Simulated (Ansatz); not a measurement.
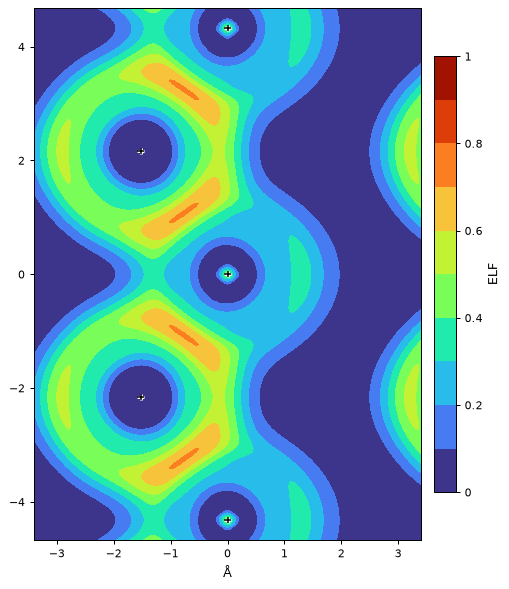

The electron localisation function on a plane through atoms (crosses mark nuclei in the plane).

Computed with DFT PBEsol, scalar-relativistic, plane waves, PAW (Ansatz 0.2.0).

Candidates:
A. GaSb, a = 6.11 Å, b = 6.11 Å, c = 6.11 Å, α = 90.00°, β = 90.00°, γ = 90.00°. Space group F-43m.
B. Hf, a = 3.29 Å, b = 3.29 Å, c = 4.91 Å, α = 90.00°, β = 90.00°, γ = 120.00°. Space group P6₃/mmc; changed on purpose from its base cell (strain +0.030 along x and y, -0.030 along z, atoms carried along); computed pressure about −6 GPa in this cell.

> Which system is this?

Candidate A: GaSb on the (101) plane of the conventional cell, which holds Ga and Sb. Ga–Sb (2.65 Å): the ELF peaks at about 0.70 between the atoms.
